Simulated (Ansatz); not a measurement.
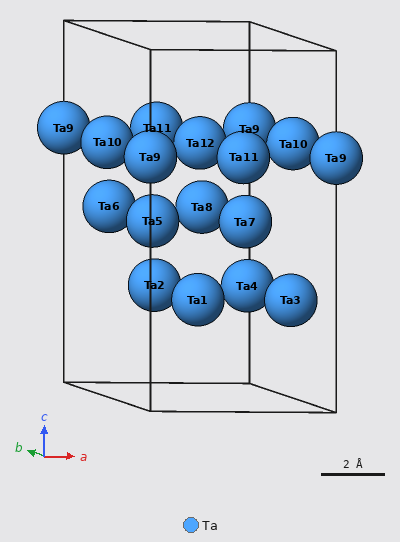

The input geometry (spheres-only view of the cell of the calculation, with the vacuum cut short, seen slightly off an axis; atoms are numbered from 1 in the order of the input).

Single-point calculation, with input and output: Ta

- system: Ta (slab, 12 atoms in the cell)
- method: DFT PBE, scalar-relativistic, plane waves, PAW, PAW set soft_1, no spin polarisation (Ansatz 0.2.0)

The structure derives from an entry of the Crystallography Open Database. Figures and captions count atoms from 1; the log counts them from 0 in places.

## Log
```
Engine: ansatz 0.2.0, aarch64-unknown-linux-gnu
Pseudopotentials: kind: paw
Pseudopotential: Ta, paw, valence charge 13, recommended cutoff 420 eV (normal), [file]
Functional definition: PBE
  parameter kappa = 0.804
  parameter beta = 0.06672455060314922
  exchange = pbe_x(kappa = kappa, mu = beta*pi^2/3)
  correlation = pbe_c(beta = beta)
Crystal: 12 atoms, lattice volume = 627.308 Å³
Basis set: ecut = 420 eV, 12187 PW (Γ), exchange–correlation on 80×80×288 points (8 copies of the dense FFT grid, shifted against one another)
Bands: 94, of which v1, the nominal top of the filled ones, is band 78 counted from 1 (77 counted from 0)
Symmetry: 24 space group operations
Space group: P3m1 (ITA 156), of the structure as read, at distance tolerance 8.6e-5 Å
k-points: 7 of 36 (time reversal used)
Non-local potential: Ta, projectors of the file, l = 0: 3, l = 1: 2, l = 2: 2, l = 3: 1
PAW form: soft (Blöchl's): semilocal exchange-correlation on the pseudo side does not see the compensation charge
PAW one-centre angular grid: Ta, 590 points (default); XC on 64 Gauss nodes
Initial density: superposition of atomic densities (neutral atoms: chi_scale 0, normalization atom)
Initial wavefunctions: pseudopotential atomic-orbital guess
Functional: x = pbe(κ = 0.804, μ = 0.2195149727645171), c = pbe(β = 0.06672455060314922)
SCF iter   1: F=—  HF=-119193.685978 eV  |F-HF|=—  |Δ(HF+E_count)|=         —  Δρ=3.72e-2  dr2=7.50e1  ethr=3.10e-3  p=-0.000 e·Å  D=-2.86e-7 V/Å  ΔV_dip=0.00 eV  dr2_dipole=1.70e-5  V_vac-E_F(+/−)=6.87/6.87 eV  ⟨swp⟩=8.9  Hψ=3081  notcnv=0
efield: sawtooth ramp at fractional position 0.7953 (placed from the atoms, in the widest stretch of the axis that holds none; the zero of the levels goes with the place), width 0.0400; the density the first Hamiltonian is built on has a dipole p = -0.000 e·Å; the dipole correction subtracts the counter field D = -2.86e-7 V/Å, which shifts the + side's vacuum level by +0.00 eV against the − side's; the planar-averaged density in the ramp window peaks in size at 5.2e-6 e/Å³
preconditioner: auto → LDOS  [metal: Δε(μ)=0.041 eV  Ē_g=3.556 eV  σ=0.100 eV  W_gap=0.23  n_scr=96 (ndim 8)  ℏωp=11.5 eV  f_vac=0.538  D(μ)=17.78/eV (n_scr^D=122)  β→1.0]
SCF iter   2: F=—  HF=-119188.221610 eV  |F-HF|=—  |Δ(HF+E_count)|=    5.46e0  Δρ=2.30e-2  dr2=2.33e1  ethr=3.10e-3  p=-0.001 e·Å  D=-2.34e-4 V/Å  ΔV_dip=0.00 eV  dr2_dipole=1.39e-3  V_vac-E_F(+/−)=3.87/3.87 eV  ⟨swp⟩=4.1  Hψ=1559  notcnv=0  defer=26
SCF iter   3: F=—  HF=-119186.901754 eV  |F-HF|=—  |Δ(HF+E_count)|=    1.32e0  Δρ=5.70e-3  dr2=6.15e-1  ethr=3.10e-3  p=0.001 e·Å  D=3.58e-4 V/Å  ΔV_dip=-0.01 eV  dr2_dipole=1.54e-4  V_vac-E_F(+/−)=5.03/5.04 eV  ⟨swp⟩=3.4  Hψ=1309  notcnv=0  defer=33
SCF iter   4: F=—  HF=-119186.863563 eV  |F-HF|=—  |Δ(HF+E_count)|=   3.82e-2  Δρ=1.95e-3  dr2=5.03e-2  ethr=3.94e-4  p=0.000 e·Å  D=1.04e-4 V/Å  ΔV_dip=-0.00 eV  dr2_dipole=7.49e-5  V_vac-E_F(+/−)=4.76/4.76 eV  ⟨swp⟩=3.0  Hψ=1339  notcnv=0  defer=33
SCF iter   5: F=—  HF=-119186.860571 eV  |F-HF|=—  |Δ(HF+E_count)|=   2.99e-3  Δρ=5.63e-4  dr2=1.56e-3  ethr=3.22e-5  p=0.000 e·Å  D=1.23e-4 V/Å  ΔV_dip=-0.00 eV  dr2_dipole=1.48e-5  V_vac-E_F(+/−)=4.71/4.71 eV  ⟨swp⟩=2.6  Hψ=1011  notcnv=0  defer=33
SCF iter   6: F=—  HF=-119186.861478 eV  |F-HF|=—  |Δ(HF+E_count)|=   9.07e-4  Δρ=1.69e-4  dr2=3.02e-4  ethr=9.99e-7  p=-0.000 e·Å  D=-4.34e-6 V/Å  ΔV_dip=0.00 eV  dr2_dipole=3.92e-6  V_vac-E_F(+/−)=4.69/4.69 eV  ⟨swp⟩=2.4  Hψ=988  notcnv=0  defer=33
SCF iter   7: F=—  HF=-119186.861522 eV  |F-HF|=—  |Δ(HF+E_count)|=   4.39e-5  Δρ=4.67e-5  dr2=3.10e-5  ethr=1.94e-7  p=0.000 e·Å  D=1.65e-5 V/Å  ΔV_dip=-0.00 eV  dr2_dipole=7.30e-7  V_vac-E_F(+/−)=4.67/4.67 eV  ⟨swp⟩=2.0  Hψ=829  notcnv=0  defer=33
SCF iter   8: F=—  HF=-119186.862033 eV  |F-HF|=—  |Δ(HF+E_count)|=   5.11e-4  Δρ=1.78e-5  dr2=6.23e-6  ethr=1.99e-8  p=-0.000 e·Å  D=-2.52e-5 V/Å  ΔV_dip=0.00 eV  dr2_dipole=4.88e-8  V_vac-E_F(+/−)=4.67/4.67 eV  ⟨swp⟩=3.7  Hψ=1386  notcnv=0  defer=33
SCF iter   9: F=—  HF=-119186.862033 eV  |F-HF|=—  |Δ(HF+E_count)|=   4.22e-7  Δρ=7.15e-6  dr2=6.50e-7  ethr=3.99e-9  p=-0.000 e·Å  D=-1.35e-5 V/Å  ΔV_dip=0.00 eV  dr2_dipole=2.48e-8  V_vac-E_F(+/−)=4.66/4.66 eV  ⟨swp⟩=2.1  Hψ=965  notcnv=0  defer=33
SCF iter  10: F=-119186.862034 eV  HF=-119186.862034 eV  |F-HF|=4.51e-8  |Δ(HF+E_count)|=   3.65e-7  Δρ=1.82e-6  dr2=2.40e-8  ethr=6.41e-11  p=-0.000 e·Å  D=-1.87e-5 V/Å  ΔV_dip=0.00 eV  dr2_dipole=3.28e-11  V_vac-E_F(+/−)=4.66/4.66 eV  ⟨swp⟩=20.3  Hψ=3540  notcnv=0
SCF 1 converged in 10 iterations: F = -119186.862034 eV  dr2 = 2.40e-8
  greatest PAW one-centre occupation: 0.999 electrons in one spin orbital (limit 2), on the Ta atom at site 7 (counted from 0), in its partial waves of l = 0
```

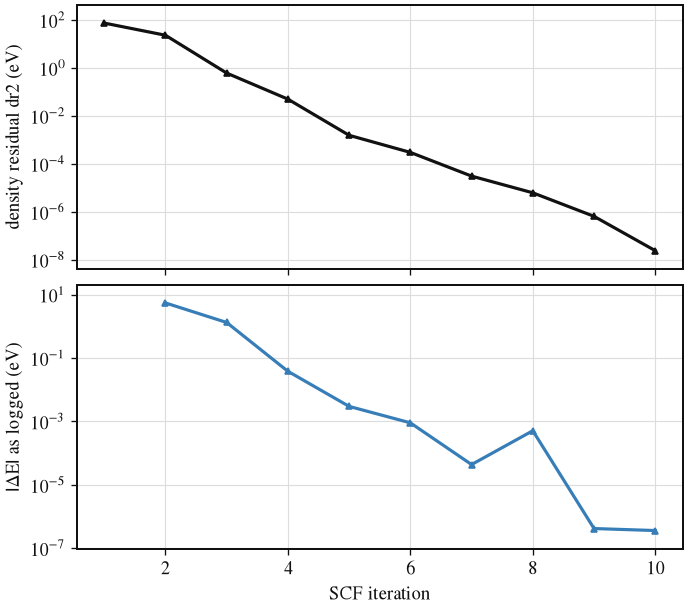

Convergence of the self-consistent field: density residual dr2 and size of the energy change against the SCF iteration. The residual falls at every step.

```
SCF converged after 10 iterations
Free energy (F): -119186.862034 eV
Harris-Foulkes:  -119186.862034 eV  (|F-HF|=4.51e-8)
Internal energy: -119186.757024 eV  (E = F + TS)
E sigma→0 (E₀):  -119186.809529 eV
Entropy (-TS):   -0.105010 eV (-8.751 meV/atom)
Fermi energy:    3.643820 eV
Dipole field:    D = -0.000023 V/Å  (p = -0.000080 e·Å, saw-weighted, corrected)
Work function:   Φ+ = 4.6643 eV   Φ− = 4.6639 eV
Levels:          The Fermi level and band energies are counted from a zero that moves with the ramp; work functions are not
--- Per-component energies (eV) ---
  E_band       = -3649.644284
  E_kinetic    = 4682.626654
  E_local      = -110982.172667  (includes V_loc(G=0)·N_el)
  E_nonlocal   = -132.531701
  E_hartree    = 53396.035411
  E_xc         = -3834.284443
  E_vxc        = -2775.816093  (∫ρ·V_xc dr)
  E_paw        = -99653.082466  (= ΣΔE_a)
  E_vpaw       = -1233.837351  (= ΣTr[D̂ρ^β])
  E_aug_tail   = 0.001102  (compensation charges beyond the density's cutoff)
  E_efield     = 0.000000  (sawtooth field / dipole correction)
  E_vefield    = -0.000000  (∫n·V_field dr)
  E_ewald      = 37336.651086
  E_smearing   = -0.105010  (= −TS)
  E_closure    = 0.000000  (closes the sum)
  Σ components = -119186.862034   (vs F -119186.862034, Δ=0.00e0)
--- Forces (eV/Å), atoms counted from 1 ---
  atom   1  Ta     0.00000000    -0.00000000     0.00812704
  atom   2  Ta     0.00000000    -0.00000000     0.00812704
  atom   3  Ta     0.00000000    -0.00000000     0.00812704
  atom   4  Ta     0.00000000    -0.00000000     0.00812704
  atom   5  Ta     0.00000000     0.00000000     0.00328755
  atom   6  Ta     0.00000000     0.00000000     0.00328755
  atom   7  Ta     0.00000000     0.00000000     0.00328755
  atom   8  Ta     0.00000000     0.00000000     0.00328755
  atom   9  Ta    -0.00000000     0.00000000    -0.01141742
  atom  10  Ta     0.00000000     0.00000000    -0.01141742
  atom  11  Ta     0.00000000     0.00000000    -0.01141742
  atom  12  Ta    -0.00000000     0.00000000    -0.01141742
  max |Σ_I F_I| component: 1.13e-5 eV/Å
--- Band table (eV; the first three rows and the last of 7) ---
  k-point 0: bands = ["-64.1567", "-64.1406", "-64.0855", "-64.0855", "-64.0855", "-64.0834", "-64.0834", "-64.0834", "-64.0664", "-64.0225", "-64.0225", "-64.0225", "-31.0727", "-31.0727", "-31.0727", "-31.0581", "-31.0061", "-31.0061", "-31.0061", "-30.9287", "-30.9287", "-30.9287", "-30.7378", "-30.6260", "-30.6260", "-30.6260", "-30.5588", "-30.5588", "-30.5588", "-30.4437", "-30.4437", "-30.4437", "-30.3527", "-30.3527", "-30.3527", "-30.3497", "-30.3497", "-30.3497", "-30.2853", "-30.2632", "-30.2632", "-30.2632", "-30.2258", "-30.2258", "-30.1692", "-30.1692", "-30.1189", "-30.1189", "-3.8994", "-2.2462", "-1.2060", "-0.5367", "-0.5367", "-0.5367", "-0.3413", "-0.3413", "-0.3413", "0.4097", "0.4097", "0.4097", "0.6209", "0.6209", "0.6209", "1.8940", "1.8940", "1.8940", "2.9959", "3.2463", "3.2463", "3.2463", "3.4007", "3.6582", "3.7203", "3.7203", "3.7203", "3.9398", "3.9398", "4.2037", "4.2461", "4.2461", "4.2658", "4.2658", "4.2658", "4.4860", "4.4860", "4.6739", "4.6739", "4.6739", "5.3902", "5.3902", "5.3902", "6.0510", "6.0510", "6.0510"]
  k-point 1: bands = ["-64.1521", "-64.1368", "-64.0905", "-64.0872", "-64.0855", "-64.0855", "-64.0834", "-64.0834", "-64.0634", "-64.0253", "-64.0225", "-64.0225", "-31.0458", "-31.0458", "-31.0415", "-31.0270", "-30.9825", "-30.9825", "-30.9745", "-30.9019", "-30.9019", "-30.8800", "-30.7369", "-30.6614", "-30.6444", "-30.6444", "-30.5462", "-30.5462", "-30.5406", "-30.4642", "-30.4642", "-30.4299", "-30.4083", "-30.4083", "-30.3384", "-30.3378", "-30.3242", "-30.3242", "-30.3127", "-30.2919", "-30.2919", "-30.2729", "-30.2532", "-30.2415", "-30.2005", "-30.1815", "-30.1696", "-30.1279", "-3.6596", "-2.0062", "-0.9508", "-0.6668", "-0.3808", "-0.3808", "-0.2849", "-0.1593", "-0.1593", "0.4811", "0.6445", "0.6445", "0.7674", "0.7769", "0.7769", "1.9308", "1.9308", "1.9559", "2.8787", "3.1986", "3.2539", "3.2539", "3.2573", "3.4693", "3.4693", "3.5426", "3.6001", "3.6901", "4.1162", "4.1391", "4.1391", "4.1523", "4.1997", "4.3354", "4.3418", "4.3680", "4.3943", "4.4151", "4.4151", "4.7112", "4.8536", "5.0451", "5.0451", "5.7514", "5.7514", "6.0701"]
  k-point 2: bands = ["-64.1394", "-64.1264", "-64.1039", "-64.0978", "-64.0856", "-64.0856", "-64.0834", "-64.0834", "-64.0551", "-64.0330", "-64.0225", "-64.0225", "-30.9958", "-30.9783", "-30.9783", "-30.9282", "-30.9282", "-30.9212", "-30.9069", "-30.8365", "-30.8365", "-30.7461", "-30.7428", "-30.6911", "-30.6911", "-30.6877", "-30.5243", "-30.5243", "-30.5122", "-30.5007", "-30.5007", "-30.4858", "-30.4858", "-30.4334", "-30.3917", "-30.3889", "-30.3710", "-30.3710", "-30.3091", "-30.3091", "-30.3064", "-30.3058", "-30.3052", "-30.2833", "-30.2400", "-30.2260", "-30.2150", "-30.1534", "-2.9917", "-1.3618", "-1.1779", "-0.2665", "-0.2396", "-0.0079", "-0.0079", "0.2859", "0.2859", "0.6332", "1.1389", "1.1389", "1.1743", "1.3348", "1.3348", "1.9999", "1.9999", "2.1090", "2.4580", "2.7034", "2.7034", "2.7363", "2.9518", "3.0178", "3.4652", "3.4809", "3.4809", "3.5826", "3.5826", "3.5973", "3.6747", "3.7820", "3.9068", "3.9125", "3.9125", "4.1416", "4.3163", "4.3163", "4.5178", "4.5459", "4.7083", "4.7570", "5.3674", "5.4471", "5.4471", "6.0387"]
  k-point 6: bands = ["-64.1129", "-64.1129", "-64.1129", "-64.1049", "-64.1049", "-64.1049", "-64.0762", "-64.0762", "-64.0384", "-64.0384", "-64.0384", "-64.0174", "-30.9088", "-30.9088", "-30.9088", "-30.8590", "-30.8589", "-30.8427", "-30.8152", "-30.8152", "-30.8152", "-30.7047", "-30.6839", "-30.6838", "-30.6453", "-30.6453", "-30.6453", "-30.6176", "-30.6176", "-30.6176", "-30.4908", "-30.4908", "-30.4908", "-30.4840", "-30.4838", "-30.3765", "-30.3765", "-30.3765", "-30.3459", "-30.3080", "-30.3080", "-30.3080", "-30.3023", "-30.3023", "-30.3023", "-30.2402", "-30.2402", "-30.2402", "-1.5051", "-1.5051", "-1.5051", "-0.1110", "-0.1110", "-0.1110", "1.1135", "1.1812", "1.1824", "1.1873", "1.1873", "1.1873", "1.8395", "1.8395", "1.8395", "1.8622", "1.8629", "2.1076", "2.1076", "2.1076", "2.1698", "2.1698", "2.1698", "2.8730", "2.8730", "2.8730", "2.9059", "2.9059", "2.9059", "3.0535", "3.4198", "3.4199", "3.4630", "3.5599", "4.3057", "4.3057", "4.3057", "4.6969", "4.6969", "4.6969", "5.0457", "5.0457", "5.0457", "5.5112", "5.5112", "5.5112"]
```

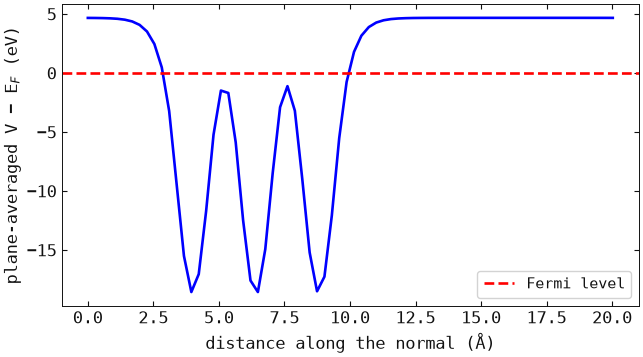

Plane average of the electrostatic potential energy of an electron across the cell, from the Fermi level. The vacuum level lies 4.66 eV above the Fermi level.

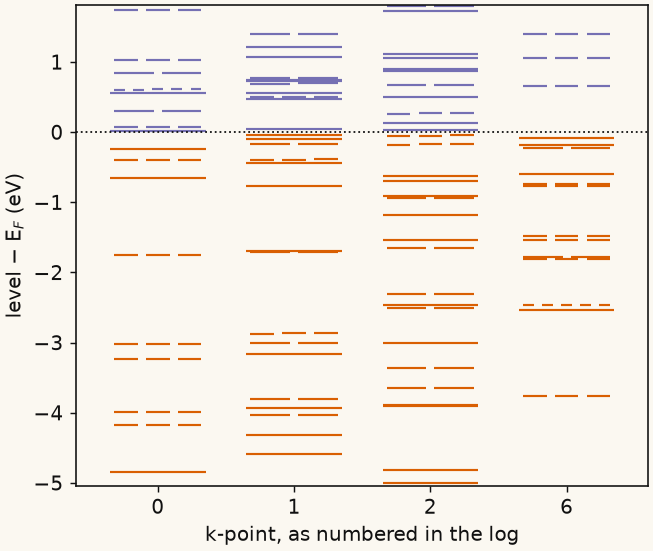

Kohn–Sham levels near the Fermi level (dotted) at the few k-points that the log prints; levels within 0.02 eV of each other stand side by side. The system is metallic on the full mesh.

The run was set up as follows.

## Input file
```yaml
crystal:
  lattice:
    - [5.9723607034, 0.0, 0.0]
    - [-2.9861803517, 5.1722160897, 0.0]
    - [0.0, 0.0, 20.3075820724]
  atoms:
    - { symbol: Ta, position: [0.3333333333, 0.1666666667, 0.1969707662] }
    - { symbol: Ta, position: [0.3333333333, 0.6666666667, 0.1969707662] }
    - { symbol: Ta, position: [0.8333333333, 0.1666666667, 0.1969707662] }
    - { symbol: Ta, position: [0.8333333333, 0.6666666667, 0.1969707662] }
    - { symbol: Ta, position: [0.1666666667, 0.3333333333, 0.3153261433] }
    - { symbol: Ta, position: [0.1666666667, 0.8333333333, 0.3153261433] }
    - { symbol: Ta, position: [0.6666666667, 0.3333333333, 0.3153261433] }
    - { symbol: Ta, position: [0.6666666667, 0.8333333333, 0.3153261433] }
    - { symbol: Ta, position: [0.0, 0.0, 0.4337090472] }
    - { symbol: Ta, position: [0.0, 0.5, 0.4337090472] }
    - { symbol: Ta, position: [0.5, 0.0, 0.4337090472] }
    - { symbol: Ta, position: [0.5, 0.5, 0.4337090472] }
basis:
  ecutwfc: 420
kpoints:
  mp_grid: { grid: [6, 6, 1] }
hamiltonian:
  xc: pbe
  pseudopotentials: { kind: paw, azcp: { folder: soft_1 } }
scf:
  occupations: { method: gaussian, width: 0.1 }
output:
  forces: true
  eigenvalues: true
efield:
  axis: 3
  dipole_correction: true
  ramp_width: 0.04
```

Command:
```bash
ansatz run input.yaml --threads 4 --pin off --max-ram 12288MiB --backend cpu --events-out ev --progress --plain --runs-dir out
```

## Key numbers

| quantity | value |
| --- | --- |
| outcome | converged |
| electrons treated | 156 |
| free energy | −119186.8620 eV |
| work function, top face | 4.66 eV |
| work function, bottom face | 4.66 eV |
| Fermi energy | 3.644 eV |
| gap on the k-point mesh | none (metallic) |
| work function (upper face) | 4.66 eV |
| largest force (length of the vector) | 0.011 eV/Å |
| hardware | 4 threads of Arm Neoverse N1, 98 GiB of memory available, shared host |
| wall time | 20 s (CPU time 76 s) |
| peak memory | 1.3 GiB |

## Notes

Spin–orbit coupling is left out, which matters for Ta.
